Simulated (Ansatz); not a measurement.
## Energy of SnTe along an even scaling of the cell

System: SnTe (Fm-3m, 2 atoms in the cell).
Method: Kohn-Sham DFT of a periodic cell, HISS, Ansatz PAW, no spin polarisation (Ansatz 0.2.0).

The 5 runs differ only in the geometry, by an even scaling of the cell at fixed fractional positions. The structure derives from an entry of the Crystallography Open Database.

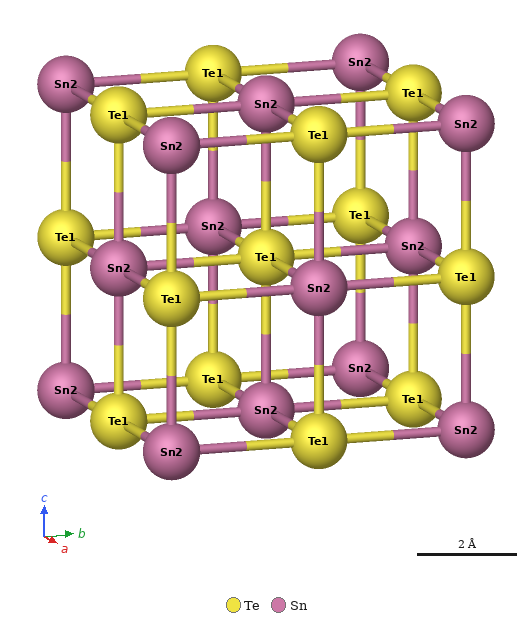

Figure 1. The structure of run 3 (ball-and-stick view of the cell 4 times as large as that of the calculation, set on its symmetry axes, seen slightly off an axis; atoms are numbered from 1 in the order of the input).

## Input of run 3
```yaml
crystal:
  lattice:
    - [0.0, 3.1717171644, 3.1717171644]
    - [3.1717171644, 0.0, 3.1717171644]
    - [3.1717171644, 3.1717171644, 0.0]
  atoms:
    - { symbol: Te, position: [0.5, 0.5, 0.5] }
    - { symbol: Sn, position: [0.0, 0.0, 0.0] }
hamiltonian:
  xc: hiss
  pseudopotentials: { kind: paw }
kpoints:
  mp_grid: { grid: [4, 4, 4] }
scf:
  occupations: { method: fermi_dirac, width: 0.05 }
  exx: { singularity: none }
output:
  forces: true
  stress: true
  eigenvalues: true
```

Command:
```bash
ansatz run input.yaml --threads 2 --pin off --max-ram 5632MiB --backend cpu --events-out ev --progress --plain --runs-dir out
```

Lattice vectors (Å) and fractional positions of run 3:
```
   0.000000    3.171717    3.171717
   3.171717    0.000000    3.171717
   3.171717    3.171717    0.000000
Te  0.500000  0.500000  0.500000
Sn  0.000000  0.000000  0.000000
```

Run 2 differs from it as follows:
```diff
-    - [0.0, 3.1717171644, 3.1717171644]
-    - [3.1717171644, 0.0, 3.1717171644]
-    - [3.1717171644, 3.1717171644, 0.0]
+    - [0.0, 3.15085, 3.15085]
+    - [3.15085, 0.0, 3.15085]
+    - [3.15085, 3.15085, 0.0]
```

## Results, with one run withheld

| run | volume per atom (Å³) | free energy per atom, from the lowest run given (meV) | pressure (GPa) | gap on the mesh (eV) |
| --- | --- | --- | --- | --- |
| 1 | 29.404 | 32.47 | 3.87 | 0.12 |
| 2 | 31.281 | ? | ? | ? |
| 3 | 31.907 | 0.00 | 0.25 | 0.28 |
| 4 | 32.532 | 0.69 | −0.61 | 0.35 |
| 5 | 33.158 | 4.62 | −1.40 | 0.42 |

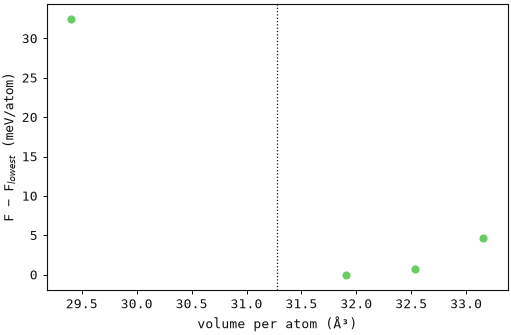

Figure 2. Free energy per atom of the runs given; the dotted line marks run 2.

Estimate the energy of run 2 from the others.

A quadratic polynomial in V^(−2/3) (the Birch–Murnaghan form), fitted to the 4 runs given, misses them by at most 0.10 meV per atom. With x = V^(−2/3) − 0.09985 Å⁻², it reads F = 0.3741 + 1398.3 x + 9.5168e+05 x² (meV per atom). At run 2 it gives 2.33 meV per atom, and the run itself gives 2.76. The slope of the fit gives a pressure −dF/dV of 1.06 GPa there, and the run prints 1.18 GPa. The two needn't agree exactly: the fit is approximate, and the printed stress is taken on a finite basis. The fit has its minimum at 32.047 Å³ per atom, where V d²F/dV² gives 41.5 GPa: the bulk modulus at this level, since symmetry fixes the shape and the positions. The gap on the mesh goes, without turning, from 0.12 eV in run 1 to 0.42 eV in run 5; run 2 has 0.20 eV. These are gaps of this functional on this mesh, which can miss the band edges; they aren't the measured gap.

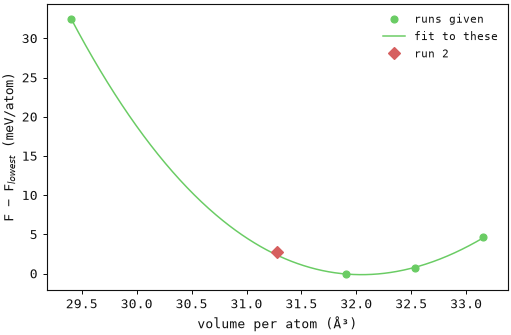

Figure 3. The fit and the withheld run.

## Output, shortened to warnings, some set-up lines, iterations and results (run 2)
```
Warning: output.stress: scf.convergence.dr2_threshold = 1e-7 eV (the SCF's general default) is looser than the 2e-10 eV advised for a printed stress (1e-10 eV for each atom of the cell: 2). What an SCF threshold leaves in a stress goes as its square root, and in the free energy as the threshold itself, and one threshold admits the most on a small cell: of the crystals measured, under no hybrid …
Warning: output.stress: scf.exx.energy_threshold = 1e-6 eV is looser than the 2e-8 eV advised for a stress under a hybrid functional (1e-8 eV for each atom of the cell: 2). Every SCF of the exchange loop can meet its threshold on dr2 while the loop round them stops early: no threshold on dr2 bounds what that leaves in the stress. Set scf.exx.energy_threshold to 2e-8 eV or tighter. The threshold …
Basis set: ecut = 420 eV, 1243 PW (Γ), exchange–correlation on 60×60×60 points (8 copies of the dense FFT grid, shifted against one another)
Symmetry: 48 space group operations
k-points: 8 of 64
Initial density: superposition of atomic densities (neutral atoms: chi_scale 0, normalization atom), corrected by the library's trained network
[...]
SCF iter   1: F=—  HF=-12998.169329 eV  |F-HF|=—  |Δ(HF+E_count)|=         —  Δρ=1.57e-3  dr2=1.73e-3  ethr=1.77e-3  ⟨swp⟩=8.5  Hψ=614  notcnv=0
SCF iter   2: F=—  HF=-12998.169978 eV  |F-HF|=—  |Δ(HF+E_count)|=   6.49e-4  Δρ=9.68e-4  dr2=7.70e-4  ethr=5.76e-6  ⟨swp⟩=4.0  Hψ=426  notcnv=0
SCF iter   3: F=—  HF=-12998.170086 eV  |F-HF|=—  |Δ(HF+E_count)|=   1.08e-4  Δρ=2.09e-4  dr2=4.05e-5  ethr=1.42e-7  ⟨swp⟩=3.8  Hψ=636  notcnv=0
SCF iter   4: F=—  HF=-12998.170109 eV  |F-HF|=—  |Δ(HF+E_count)|=   2.37e-5  Δρ=7.45e-5  dr2=5.57e-6  ethr=1.35e-7  ⟨swp⟩=3.0  Hψ=305  notcnv=0
SCF iter   5: F=—  HF=-12998.170113 eV  |F-HF|=—  |Δ(HF+E_count)|=   3.94e-6  Δρ=2.50e-5  dr2=7.56e-7  ethr=1.86e-8  ⟨swp⟩=3.5  Hψ=323  notcnv=0
[... 15 lines ...]
SCF iter   4: F=-13003.292541 eV  HF=-13003.292541 eV  |F-HF|=3.62e-9  |Δ(HF+E_count)|=   6.13e-9  Δρ=5.61e-6  dr2=1.02e-8  ethr=2.64e-10  ⟨swp⟩=4.1  Hψ=443  notcnv=0
SCF 3 converged in 4 iterations: F = -13003.292541 eV  dr2 = 1.02e-8
SCF iter   1: F=—  HF=-13003.292540 eV  |F-HF|=—  |Δ(HF+E_count)|=         —  Δρ=7.13e-6  dr2=3.42e-8  ethr=1.99e-9  ⟨swp⟩=4.9  Hψ=370  notcnv=0
SCF iter   2: F=-13003.292540 eV  HF=-13003.292540 eV  |F-HF|=1.33e-9  |Δ(HF+E_count)|=   6.86e-9  Δρ=2.52e-6  dr2=2.42e-9  ethr=1.06e-10  ⟨swp⟩=3.1  Hψ=317  notcnv=0
SCF 4 converged in 2 iterations: F = -13003.292540 eV  dr2 = 2.42e-9
  Residual-converged pass: ⟨swp⟩=3.4  Hψ=391  notcnv=0  max |occ|·‖R‖ = 2.4e-6 eV (tolerance 2.4e-6 eV)  dr2=2.48e-9  dr2_onsite=1.29e-9  max |Δocc| = 1.1e-11
hybrid outer 3: dexx = +4.299e-9 eV, tail = 7.55e-9 eV, Δε = 2.51e-4 eV (about 1.05e-4 eV left of the loop's levels), ΔF = 2.37e-30 eV/Å (tail inf)
hybrid SCF converged: 3 outer / 13 inner (+8 warm-up), last move |dexx| = 4.30e-9 eV, tail = 7.55e-9 eV
Stability not checked: this state was not tested for a lower state beside it, because the functional holds exact exchange (a hybrid, or Hartree-Fock), whose exchange loop this test does not read (fock_operator; see scf.lower_state_search)
Free energy (F): -13003.292540 eV
Frozen-core exchange: fock
Harris-Foulkes:  -13003.292540 eV  (|F-HF|=1.33e-9)
Internal energy: -13003.287946 eV  (E = F + TS)
E sigma→0 (E₀):  -13003.290243 eV
Entropy (-TS):   -0.004594 eV (-2.297 meV/atom)
Fermi energy:    9.780538 eV
--- Per-component energies (eV) ---
  E_band       = -435.247730
  E_kinetic    = 364.904782
  E_local      = -2150.869743  (includes V_loc(G=0)·N_el)
  E_nonlocal   = -347.110677
  E_hartree    = 1355.108688
  E_xc         = -402.328173
  E_vxc        = -153.535711  (∫ρ·V_xc dr)
  E_exx        = -92.024099  (= α·E_x^exact, valence–valence)
  E_paw        = -8808.387959  (= ΣΔE_a)
  E_vpaw       = -674.804511  (= ΣTr[D̂ρ^β])
  E_aug_tail   = -0.000161  (compensation charges beyond the density's cutoff)
  E_ewald      = -2925.490525
  E_core_change = 2.909917  (= ΣΔE_core)
  E_smearing   = -0.004594  (= −TS)
  E_closure    = 0.000004  (closes the sum)
  Σ components = -13003.292540   (vs F -13003.292540, Δ=0.00e0)
--- Forces (eV/Å), atoms counted from 1 ---
  atom   1  Te     0.00000000    -0.00000000    -0.00000000
  atom   2  Sn    -0.00000000     0.00000000     0.00000000
  max |Σ_I F_I| component: 3.48e-30 eV/Å
--- Stress (GPa, compression-positive) ---
        1.179125      -0.000000       0.000000
       -0.000000       1.179125      -0.000000
       -0.000000      -0.000000       1.179125
  P = ⅓ Tr σ = 1.1791 GPa (11.791 kbar)
```

The program warns: the exchange loop's threshold is looser than advised for the stress; the SCF threshold is looser than advised for the printed stress.
